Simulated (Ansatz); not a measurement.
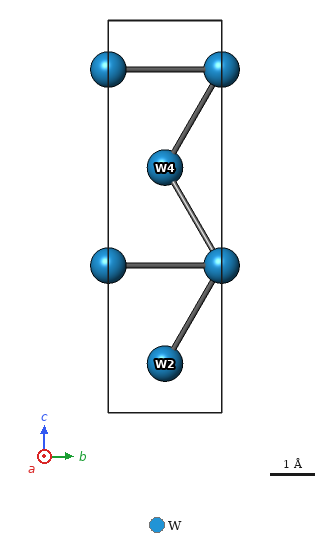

The structure (ball-and-stick view of the cell of the calculation, along the a axis; atoms are numbered from 1 in the order of the input). Near neighbours in the crystal (not all of them lie inside the picture): W has 8 W at 2.61 to 2.76 Å.

## Two runs on W

System: W (P-1, 4 atoms in the cell).
Method of run 1: DFT PBE, scalar-relativistic, plane waves, PAW, no spin polarisation (Ansatz 0.2.0).

The structure derives from an entry of the Crystallography Open Database. Text and figures count atoms from 1; the logs count them from 0 in places.

## Input file, run 1
```yaml
crystal:
  lattice:
    - [-1.5917793224, 1.5917793224, -1.5917793224]
    - [-1.5917793224, -1.5917793224, 1.5917793224]
    - [-0.636711729, 7.0038290187, 5.7304055607]
  atoms:
    - { symbol: W, position: [-0.35, 0.0, 0.875] }
    - { symbol: W, position: [0.45, 0.5, 0.125] }
    - { symbol: W, position: [-0.15, 0.0, 0.375] }
    - { symbol: W, position: [0.25, 0.5, 0.625] }
basis:
  ecutwfc: 420
kpoints:
  mp_grid: { grid: [22, 22, 7] }
hamiltonian:
  xc: pbe
scf:
  occupations: { method: gaussian, width: 0.15 }
output:
  forces: true
  stress: true
  eigenvalues: true
```

Command:
```bash
ansatz run input.yaml --threads 2 --pin off --max-ram 5120MiB --backend cpu --events-out ev --progress --plain --runs-dir out
```

Hardware: 2 threads of AMD EPYC (Zen 2), 12 GiB of memory available, shared host.

## Output, shortened to warnings, some set-up lines, iterations and results (run 1)
```
Basis set: ecut = 420 eV, 1273 PW (Γ), exchange–correlation on 40×40×128 points (8 copies of the dense FFT grid, shifted against one another)
Symmetry: 2 space group operations
k-points: 1696 of 3388
Initial density: superposition of atomic densities (neutral atoms: chi_scale 0, normalization atom), corrected by the library's trained network
[...]
SCF iter   1: F=—  HF=-41538.407967 eV  |F-HF|=—  |Δ(HF+E_count)|=         —  Δρ=4.99e-3  dr2=6.51e-3  ethr=1.77e-3  ⟨swp⟩=4.8  Hψ=223560  notcnv=0
SCF iter   2: F=—  HF=-41538.407516 eV  |F-HF|=—  |Δ(HF+E_count)|=   4.52e-4  Δρ=2.92e-3  dr2=2.37e-3  ethr=1.16e-5  ⟨swp⟩=1.2  Hψ=71865  notcnv=0
SCF iter   3: F=—  HF=-41538.407411 eV  |F-HF|=—  |Δ(HF+E_count)|=   1.05e-4  Δρ=2.27e-4  dr2=2.11e-5  ethr=4.23e-6  ⟨swp⟩=2.5  Hψ=79162  notcnv=0
SCF iter   4: F=—  HF=-41538.407379 eV  |F-HF|=—  |Δ(HF+E_count)|=   3.21e-5  Δρ=4.65e-5  dr2=1.30e-6  ethr=3.76e-8  ⟨swp⟩=2.5  Hψ=93428  notcnv=0
SCF iter   5: F=—  HF=-41538.407379 eV  |F-HF|=—  |Δ(HF+E_count)|=   3.43e-8  Δρ=1.23e-5  dr2=2.67e-7  ethr=2.33e-9  ⟨swp⟩=2.3  Hψ=78433  notcnv=0
SCF iter   6: F=-41538.407379 eV  HF=-41538.407379 eV  |F-HF|=7.04e-9  |Δ(HF+E_count)|=   1.43e-8  Δρ=3.04e-6  dr2=1.06e-8  ethr=1.79e-10  ⟨swp⟩=6.5  Hψ=198404  notcnv=0
SCF 1 converged in 6 iterations: F = -41538.407379 eV  dr2 = 1.06e-8
SCF converged after 6 iterations
Free energy (F): -41538.407379 eV
Harris-Foulkes:  -41538.407379 eV  (|F-HF|=7.04e-9)
Internal energy: -41538.378308 eV  (E = F + TS)
E sigma→0 (E₀):  -41538.392843 eV
Entropy (-TS):   -0.029071 eV (-7.268 meV/atom)
Fermi energy:    22.102103 eV
--- Per-component energies (eV) ---
  E_band       = -348.150972
  E_kinetic    = 1800.264198
  E_local      = -2465.166163  (includes V_loc(G=0)·N_el)
  E_nonlocal   = 2.571435
  E_hartree    = 884.534530
  E_xc         = -1067.610566
  E_vxc        = -954.988974  (∫ρ·V_xc dr)
  E_paw        = -34250.020531  (= ΣΔE_a)
  E_vpaw       = -499.900045  (= ΣTr[D̂ρ^β])
  E_aug_tail   = -0.000247  (compensation charges beyond the density's cutoff)
  E_ewald      = -6442.950962
  E_smearing   = -0.029071  (= −TS)
  E_closure    = -0.000000  (closes the sum)
  Σ components = -41538.407379   (vs F -41538.407379, Δ=0.00e0)
--- Forces (eV/Å), atoms counted from 1 ---
  atom   1  W     -0.39376260    -1.08516780    -1.55957561
  atom   2  W      0.39376260     1.08516780     1.55957561
  atom   3  W     -0.01528941     0.15912442     0.08394332
  atom   4  W      0.01528941    -0.15912442    -0.08394332
  max |Σ_I F_I| component: 0.00e0 eV/Å
--- Stress (GPa, compression-positive) ---
       -1.959839       4.649495      -2.297795
        4.649496       6.564622       2.949339
       -2.297796       2.949339       8.942383
  P = ⅓ Tr σ = 4.5157 GPa (45.157 kbar)
```

For run 2 the input was changed thus:
```diff
-    - [-0.636711729, 7.0038290187, 5.7304055607]
+    - [-0.1591779322, 6.5262952219, 6.2079393575]
-    - { symbol: W, position: [-0.35, 0.0, 0.875] }
-    - { symbol: W, position: [0.45, 0.5, 0.125] }
-    - { symbol: W, position: [-0.15, 0.0, 0.375] }
-    - { symbol: W, position: [0.25, 0.5, 0.625] }
+    - { symbol: W, position: [-0.0875, 0.0, 0.875] }
+    - { symbol: W, position: [0.4875, 0.5, 0.125] }
+    - { symbol: W, position: [-0.0375, 0.0, 0.375] }
+    - { symbol: W, position: [0.4375, 0.5, 0.625] }
```

How does run 2 compare with run 1?

With the same functional and potentials, run 2 lies 194.1 meV per atom lower. The pressure goes from 4.52 to 0.61 GPa. The largest force goes from 1.940 to 0.875 eV/Å. The number of SCF iterations is the same. The plane waves at Γ go from 1273 to 1279.

## Output, shortened to warnings, some set-up lines, iterations and results (run 2)
```
Basis set: ecut = 420 eV, 1279 PW (Γ), exchange–correlation on 40×40×128 points (8 copies of the dense FFT grid, shifted against one another)
Symmetry: 2 space group operations
k-points: 1696 of 3388
Initial density: superposition of atomic densities (neutral atoms: chi_scale 0, normalization atom), corrected by the library's trained network
[...]
SCF iter   1: F=—  HF=-41539.183652 eV  |F-HF|=—  |Δ(HF+E_count)|=         —  Δρ=2.24e-3  dr2=1.24e-3  ethr=1.77e-3  ⟨swp⟩=4.8  Hψ=221402  notcnv=0
SCF iter   2: F=—  HF=-41539.183618 eV  |F-HF|=—  |Δ(HF+E_count)|=   3.35e-5  Δρ=1.31e-3  dr2=4.48e-4  ethr=2.21e-6  ⟨swp⟩=2.1  Hψ=113533  notcnv=0
SCF iter   3: F=—  HF=-41539.183707 eV  |F-HF|=—  |Δ(HF+E_count)|=   8.86e-5  Δρ=1.29e-4  dr2=5.31e-6  ethr=7.99e-7  ⟨swp⟩=3.0  Hψ=104375  notcnv=0
SCF iter   4: F=—  HF=-41539.183682 eV  |F-HF|=—  |Δ(HF+E_count)|=   2.52e-5  Δρ=2.61e-5  dr2=3.41e-7  ethr=9.48e-9  ⟨swp⟩=3.0  Hψ=107579  notcnv=0
SCF iter   5: F=-41539.183681 eV  HF=-41539.183681 eV  |F-HF|=8.74e-9  |Δ(HF+E_count)|=   3.19e-8  Δρ=5.42e-6  dr2=1.77e-8  ethr=6.08e-10  ⟨swp⟩=2.0  Hψ=74108  notcnv=0
SCF iter   6: F=-41539.183681 eV  HF=-41539.183681 eV  |F-HF|=1.87e-9  |Δ(HF+E_count)|=  2.18e-11  Δρ=1.35e-6  dr2=2.35e-9  ethr=3.16e-11  ⟨swp⟩=4.6  Hψ=186148  notcnv=0
SCF 1 converged in 6 iterations: F = -41539.183681 eV  dr2 = 2.35e-9
SCF converged after 6 iterations
Free energy (F): -41539.183681 eV
Harris-Foulkes:  -41539.183681 eV  (|F-HF|=1.87e-9)
Internal energy: -41539.161266 eV  (E = F + TS)
E sigma→0 (E₀):  -41539.172474 eV
Entropy (-TS):   -0.022416 eV (-5.604 meV/atom)
Fermi energy:    22.173451 eV
--- Per-component energies (eV) ---
  E_band       = -349.601616
  E_kinetic    = 1798.247356
  E_local      = -2445.217900  (includes V_loc(G=0)·N_el)
  E_nonlocal   = 1.199101
  E_hartree    = 875.142554
  E_xc         = -1067.363851
  E_vxc        = -954.630794  (∫ρ·V_xc dr)
  E_paw        = -34249.590972  (= ΣΔE_a)
  E_vpaw       = -499.484276  (= ΣTr[D̂ρ^β])
  E_aug_tail   = -0.000250  (compensation charges beyond the density's cutoff)
  E_ewald      = -6451.577305
  E_smearing   = -0.022416  (= −TS)
  E_closure    = 0.000000  (closes the sum)
  Σ components = -41539.183681   (vs F -41539.183681, Δ=0.00e0)
--- Forces (eV/Å), atoms counted from 1 ---
  atom   1  W     -0.44390329     0.28209254    -0.69940655
  atom   2  W      0.44390329    -0.28209254     0.69940655
  atom   3  W      0.04374602     0.05666194     0.00408567
  atom   4  W     -0.04374602    -0.05666194    -0.00408567
  max |Σ_I F_I| component: 0.00e0 eV/Å
--- Stress (GPa, compression-positive) ---
        0.185066       1.844137       1.419398
        1.844137      -2.613476       0.857332
        1.419398       0.857332       4.254714
  P = ⅓ Tr σ = 0.6088 GPa (6.088 kbar)
```

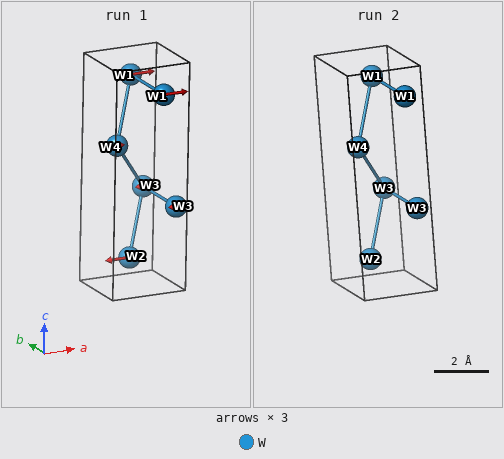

The two input geometries at one scale (ball-and-stick view of the cell of the calculation, seen slightly off an axis). The red arrows on the first give the shifts of the atoms relative to the cell, with their mean removed, magnified 3 times. The largest moves relative to the cell, 0.31 Å, are those of W1 and W2. (The mean shift of all atoms is removed.) The drawn cell changes at constant volume: a = b stay at 2.757 Å, c 9.072 → 9.009 Å (−0.7 %), α 92.3° → 90.6°, β 83.0° → 88.2°. Among the contacts that change: W1–W2 3.293 → 2.861 Å.

## The two runs side by side

```tsv
quantity	run 1	run 2
outcome	converged	converged
free energy per atom (eV)	−10384.6018	−10384.7959
energy per atom, smearing taken to zero (eV)	−10384.5982	−10384.7931
gap on the mesh (eV)	0.00	0.00
pressure (GPa)	4.52	0.61
largest force (eV/Å)	1.940	0.875
SCF iterations	6	6
irreducible k-points	1696	1696
plane waves at Γ	1273	1279
wall time (shared host)	57 s	61 s
```

For both runs: Spin–orbit coupling is left out, which matters for W.
